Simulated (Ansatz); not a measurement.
**Single-point calculation of Si**

Si (Ia-3, 8 atoms in the cell), computed with DFT r2SCAN, scalar-relativistic, plane waves, PAW, no spin polarisation (Ansatz 0.2.0).

The structure derives from an entry of the Crystallography Open Database. Figures and captions count atoms from 1; the log counts them from 0 in places.

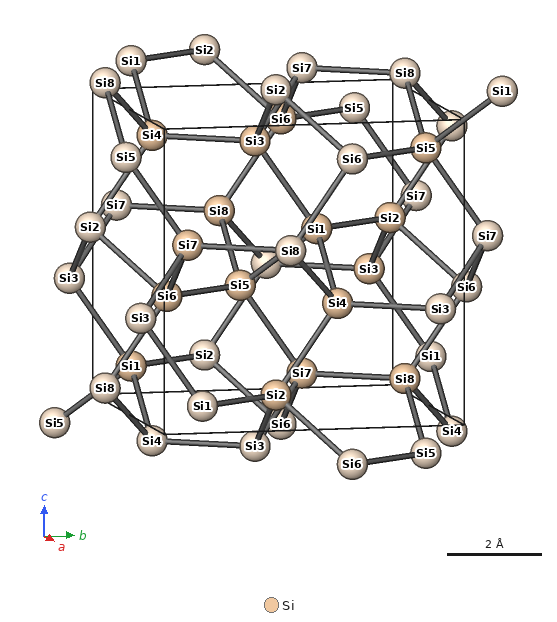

*The input geometry (ball-and-stick view of the cell 2 times as large as that of the calculation, set on its symmetry axes, seen slightly off an axis; neighbours outside the cell are drawn fainter; atoms are numbered from 1 in the order of the input). An atom can appear more than once, as a periodic image.*

Near neighbours in the periodic cell (some may lie outside the picture): Si has 4 Si at 2.36 to 2.38 Å.

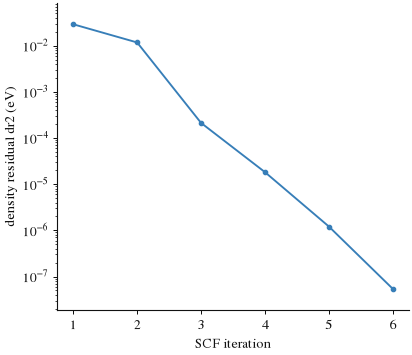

*Convergence of the self-consistent field: density residual dr2 against the SCF iteration.*

The residual falls at every step.

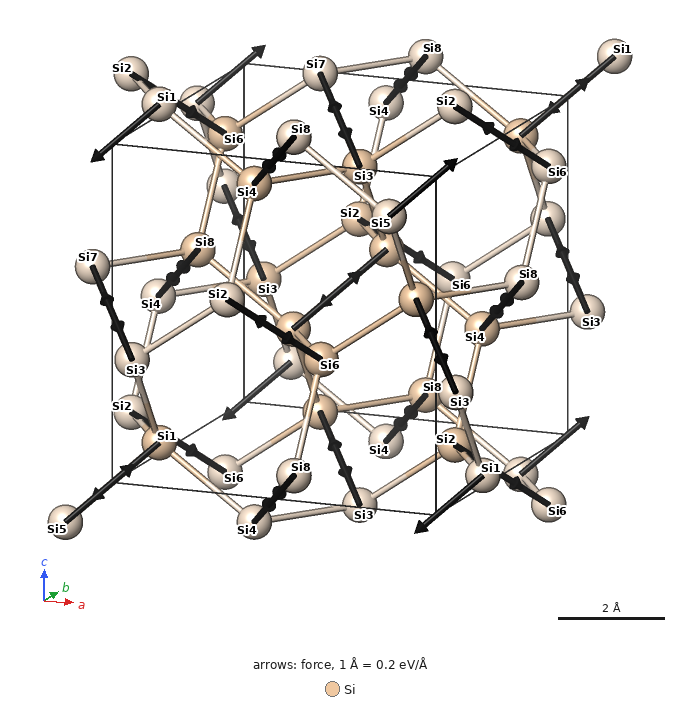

*Forces on the atoms as black arrows (ball-and-stick view of the cell 2 times as large as that of the calculation, set on its symmetry axes, seen slightly off an axis; neighbours outside the cell are drawn fainter; atoms are numbered from 1 in the order of the input).*

The largest act on all 8 Si atoms (0.35 eV/Å). The geometry is not a stationary point of this energy.

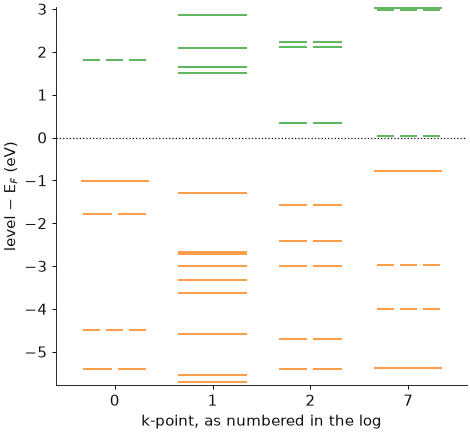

*Kohn–Sham levels near the Fermi level (dotted) at the few k-points that the log prints; levels within 0.02 eV of each other stand side by side.*

The system is metallic on the full mesh.

These pictures come from the run below.

The input:
```yaml
crystal:
  lattice:
    - [-3.3109, 3.3109, 3.3109]
    - [3.3109, -3.3109, 3.3109]
    - [3.3109, 3.3109, -3.3109]
  atoms:
    - { symbol: Si, position: [0.206, 0.206, 0.206] }
    - { symbol: Si, position: [0.5, 0.0, 0.294] }
    - { symbol: Si, position: [0.294, 0.5, 0.0] }
    - { symbol: Si, position: [0.0, 0.294, 0.5] }
    - { symbol: Si, position: [0.794, 0.794, 0.794] }
    - { symbol: Si, position: [0.5, 0.0, 0.706] }
    - { symbol: Si, position: [0.706, 0.5, 0.0] }
    - { symbol: Si, position: [0.0, 0.706, 0.5] }
basis:
  ecutwfc: 500
kpoints:
  mp_grid: { grid: [4, 4, 4] }
hamiltonian:
  xc: r2scan
scf:
  occupations: { method: gaussian, width: 0.1 }
output:
  forces: true
  stress: true
  eigenvalues: true
```

Run as:
```bash
ansatz run input.yaml --threads 2 --pin off --max-ram 5120MiB --backend cpu --events-out ev --progress --plain --runs-dir out
```

Log:
```
Engine: ansatz 0.2.0, aarch64-unknown-linux-gnu
Pseudopotentials: kind: paw
Pseudopotential: Si, paw, valence charge 4, recommended cutoff 500 eV (meta_gga), Si.paw.azcp
Functional definition: r2SCAN
  parameter k0 = 0.174
  parameter k1 = 0.065
  parameter a1 = 4.9479
  exchange = r2scan_x(k0 = k0, k1 = k1, a1 = a1)
  correlation = r2scan_c
Crystal: 8 atoms, lattice volume = 145.177 Å³
Basis set: ecut = 500 eV, 3589 PW (Γ), exchange–correlation on 180×180×180 points (64 copies of the dense FFT grid, shifted against one another)
Bands: 24, of which v1, the nominal top of the filled ones, is band 16 counted from 1 (15 counted from 0)
Symmetry: 24 space group operations
Space group: Ia-3 (ITA 206), of the structure as read, at distance tolerance 5.3e-5 Å
k-points: 8 of 64
Non-local potential: Si, projectors of the file, l = 0: 2, l = 1: 2, l = 2: 2
PAW form: soft (Blöchl's): semilocal exchange-correlation on the pseudo side does not see the compensation charge
PAW frozen core: Si, regenerated for the run's functional (the file was generated under x = pbe(κ = 0.804, μ = 0.2195149727645171), c = pbe(β = 0.06672455060314922))
PAW one-centre angular grid: Si, 302 points (default); XC on 160 Gauss nodes
Initial density: superposition of atomic densities (neutral atoms: chi_scale 0, normalization atom), corrected by the library's trained network
Initial wavefunctions: pseudopotential atomic-orbital guess
Functional: x = r2scan, c = r2scan; τ floored in thin density (d = 2e-4 eV/Å³)
SCF iter   1: F=—  HF=-5110.910267 eV  |F-HF|=—  |Δ(HF+E_count)|=         —  Δρ=4.76e-3  dr2=2.90e-2  dr2_τ=4.81e-2  ethr=1.77e-3  ⟨swp⟩=7.2  Hψ=1120  notcnv=0
preconditioner: auto → Resta (q_TF=auto, 2.120 Å⁻¹)  ε∞=5.4  [insulator: Δε(μ)=0.745 eV  Ē_g=8.287 eV  σ=0.100 eV  W_gap=0.68  n_scr=18 (ndim 8)  ℏωp=17.4 eV  f_vac=0.000  D(μ)=1.32/eV (n_scr^D=0)  ε∞_Penn≈5.4]
SCF iter   2: F=—  HF=-5110.996704 eV  |F-HF|=—  |Δ(HF+E_count)|=   8.64e-2  Δρ=3.13e-3  dr2=1.17e-2  dr2_τ=3.87e-5  ethr=9.06e-5  ⟨swp⟩=2.0  Hψ=432  notcnv=0  defer=16
SCF iter   3: F=—  HF=-5110.996681 eV  |F-HF|=—  |Δ(HF+E_count)|=   2.33e-5  Δρ=4.19e-4  dr2=2.12e-4  dr2_τ=6.44e-6  ethr=3.67e-5  ⟨swp⟩=2.5  Hψ=299  notcnv=0  defer=16
SCF iter   4: F=—  HF=-5110.996849 eV  |F-HF|=—  |Δ(HF+E_count)|=   1.68e-4  Δρ=1.23e-4  dr2=1.82e-5  dr2_τ=1.01e-7  ethr=6.63e-7  ⟨swp⟩=2.1  Hψ=295  notcnv=0  defer=16
SCF iter   5: F=—  HF=-5110.996908 eV  |F-HF|=—  |Δ(HF+E_count)|=   5.96e-5  Δρ=3.27e-5  dr2=1.21e-6  dr2_τ=1.05e-8  ethr=5.69e-8  ⟨swp⟩=2.0  Hψ=302  notcnv=0  defer=16
SCF iter   6: F=-5110.996910 eV  HF=-5110.996910 eV  |F-HF|=7.68e-8  |Δ(HF+E_count)|=   1.56e-6  Δρ=7.50e-6  dr2=5.41e-8  dr2_τ=8.39e-10  ethr=3.13e-10  ⟨swp⟩=9.9  Hψ=1049  notcnv=0
SCF 1 converged in 6 iterations: F = -5110.996910 eV  dr2 = 5.41e-8
  greatest PAW one-centre occupation: 0.648 electrons in one spin orbital (limit 2), on the Si atom at site 7 (counted from 0), in its partial waves of l = 0
SCF converged after 6 iterations
Free energy (F): -5110.996910 eV
Harris-Foulkes:  -5110.996910 eV  (|F-HF|=7.68e-8)
Internal energy: -5110.990219 eV  (E = F + TS)
E sigma→0 (E₀):  -5110.993564 eV
Entropy (-TS):   -0.006691 eV (-0.836 meV/atom)
Fermi energy:    7.790385 eV
--- Per-component energies (eV) ---
  E_band       = 62.510251
  E_kinetic    = 324.217023
  E_local      = -131.806042  (includes V_loc(G=0)·N_el)
  E_nonlocal   = 199.126494
  E_hartree    = 36.757035
  E_xc         = -412.652129
  E_vxc        = -398.739104  (∫ρ·V_xc dr)
  E_paw        = -4155.383922  (= ΣΔE_a)
  E_vpaw       = -19.300945  (= ΣTr[D̂ρ^β])
  E_aug_tail   = 0.000036  (compensation charges beyond the density's cutoff)
  E_vtau       = 15.497948  (kinetic-family band-sum trace: ∫τ·v_τ [+ j·A + Jᵃ·Aᵃ] dr)
  E_ewald      = -970.637250
  E_core_change = -0.611464  (= ΣΔE_core)
  E_smearing   = -0.006691  (= −TS)
  E_closure    = -0.000000  (closes the sum)
  Σ components = -5110.996910   (vs F -5110.996910, Δ=0.00e0)
--- Forces (eV/Å), atoms counted from 1 ---
  atom   1  Si    -0.20063060    -0.20063060    -0.20063060
  atom   2  Si     0.20063060     0.20063060    -0.20063060
  atom   3  Si    -0.20063060     0.20063060     0.20063060
  atom   4  Si     0.20063060    -0.20063060     0.20063060
  atom   5  Si     0.20063060     0.20063060     0.20063060
  atom   6  Si    -0.20063060    -0.20063060     0.20063060
  atom   7  Si     0.20063060    -0.20063060    -0.20063060
  atom   8  Si    -0.20063060     0.20063060    -0.20063060
  max |Σ_I F_I| component: 1.94e-16 eV/Å
--- Stress (GPa, compression-positive) ---
        0.165959       0.000000       0.000000
        0.000000       0.165959      -0.000000
        0.000000       0.000000       0.165959
  P = ⅓ Tr σ = 0.1660 GPa (1.660 kbar)
--- Band table (eV; the first three rows and the last of 8) ---
  k-point 0: bands = ["-5.7374", "-1.1769", "-0.6978", "-0.6978", "-0.6978", "0.8458", "0.8458", "0.8458", "2.3907", "2.3907", "3.3003", "3.3003", "3.3003", "5.9998", "5.9998", "6.7658", "9.6026", "9.6026", "9.6026", "11.6533", "11.6533", "11.6533", "13.3038", "13.3038"]
  k-point 1: bands = ["-5.3325", "-2.3332", "-1.5380", "-1.3519", "-0.3310", "0.3744", "1.3951", "2.0745", "2.2560", "3.1997", "4.1567", "4.4678", "4.7945", "5.0654", "5.1210", "6.4923", "9.2879", "9.4467", "9.8733", "10.6611", "11.1382", "11.2816", "11.3977", "12.3178"]
  k-point 2: bands = ["-4.1455", "-4.1455", "-1.7769", "-1.7769", "-0.0944", "-0.0944", "2.3957", "2.3957", "3.0834", "3.0834", "4.7977", "4.7977", "5.3870", "5.3870", "6.2061", "6.2061", "8.1293", "8.1293", "9.9019", "9.9019", "10.0228", "10.0228", "11.6348", "11.6348"]
  k-point 7: bands = ["-3.1436", "-3.1436", "-3.1436", "-1.7479", "-1.7479", "-1.7479", "2.4036", "3.7913", "3.7913", "3.7913", "4.8199", "4.8199", "4.8199", "7.0042", "7.8283", "7.8283", "7.8283", "10.7691", "10.7691", "10.7691", "10.8087", "10.8932", "10.8932", "10.8932"]
```

Key numbers:

```tsv
quantity	value
outcome	converged
space group (tolerance 0.01 Å)	Ia-3 (206)
electrons treated	32
free energy	−5110.9969 eV
Fermi energy	7.790 eV
gap on the k-point mesh	none (metallic)
pressure	0.17 GPa
largest force (length of the vector)	0.348 eV/Å
hardware	2 threads of Arm Neoverse V2, 24 GiB of memory available, shared host
wall time	2.4 s (CPU time 4.6 s)
peak memory	0.76 GiB
```
